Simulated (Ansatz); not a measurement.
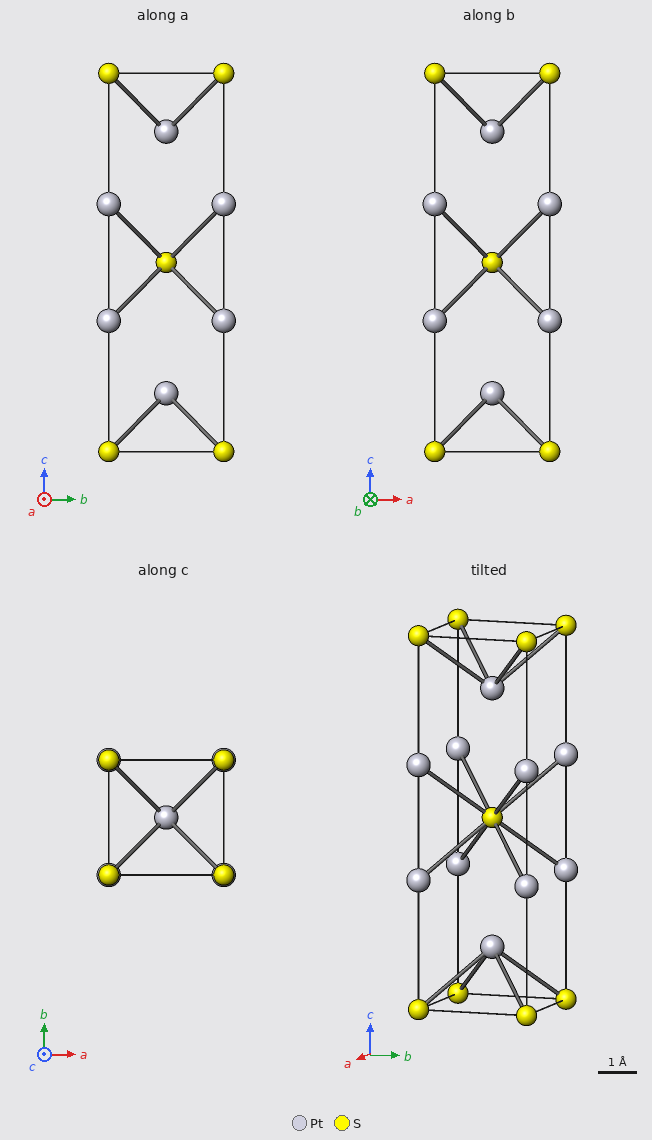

The crystal in a ball-and-stick representation, seen along the a axis, along the b axis, along the c axis and slightly off an axis. Lines trace the edges of the conventional unit cell.

Lattice parameters: a = 3.030 Å, b = 3.030 Å, c = 9.968 Å, α = 90.00°, β = 90.00°, γ = 90.00°.

Q: Express the structure as a table of Wyckoff sites, with free fractional coordinates to two decimals.

A: Space group I4/mmm (No. 139).
```csv
atom,site,x,y,z
Pt,4e,0.50,0.50,0.15
S,2a,0.00,0.00,0.00
```

Its origin is a textbook structure type filled with these elements (whether it is the usual form wasn't checked). Atoms and cell were optimised with DFT PBE, scalar-relativistic, plane waves, PAW (Ansatz 0.2.0).
